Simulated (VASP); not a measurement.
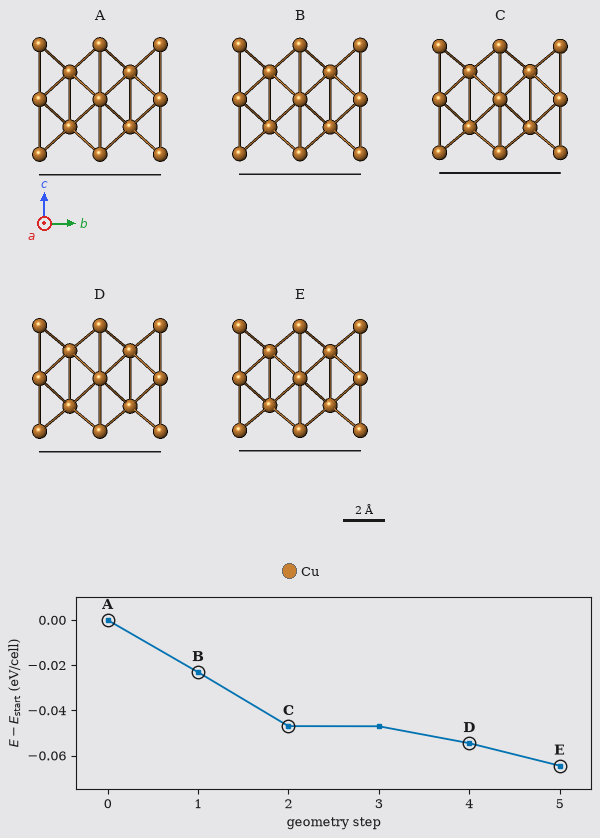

Frames of a relaxation of a slab of composition Cu, marked on the history of the run. Style: ball-and-stick. Shown: the 3 × 2 repeat of the cell, outlined in the plane, without the vacuum, along the a axis.

The run lets the atoms move in a fixed cell.

Method: VASP 6.6.1, Kohn-Sham DFT of a periodic cell, r2SCAN, VASP PAW PBE potentials, recommended.

Input
```
SYSTEM = Cu
PREC = Accurate
ENCUT = 520
EDIFF = 1E-7
ISMEAR = 1
SIGMA = 0.2
LREAL = .FALSE.
LASPH = .TRUE.
NELM = 100
ALGO = Normal
ISIF = 2
LWAVE = .FALSE.
LCHARG = .FALSE.
METAGGA = R2SCAN
LMIXTAU = .TRUE.
IBRION = 2
NSW = 40
EDIFFG = -0.01
KPAR = 8
```

Run as
```bash
cat potpaw_PBE.64/Cu/POTCAR > POTCAR
mpirun -np 8 vasp_std > vasp.out
```

Describe the path.

Over 5 geometry steps the energy falls by 64.4 meV per cell of the calculation. The largest force component goes from 0.5 to 0.0097 eV/Å. The largest moves, 0.14 Å, are those of Cu atoms. The cell stays as it was. Near-neighbour distances that change, for instance: Cu–Cu 2.700 → 2.562 Å, Cu–Cu 2.498 → 2.438 Å, Cu–Cu 2.700 → 2.653 Å, Cu–Cu 2.498 → 2.486 Å. Among the angles between lasting bonds that change: Cu–Cu–Cu 114.6° → 119.1°, Cu–Cu–Cu 57.3° → 59.6°, Cu–Cu–Cu 73.0° → 75.1°. From step 0 to 1: Cu atoms move most (0.02 Å), energy −23.1 meV per cell of the calculation. From step 1 to 2: Cu atoms move most (0.06 Å), energy −23.9 meV per cell of the calculation. From step 2 to 4: Cu atoms move most (0.02 Å), energy −7.5 meV per cell of the calculation. From step 4 to 5: Cu atoms move most (0.04 Å), energy −10.0 meV per cell of the calculation.
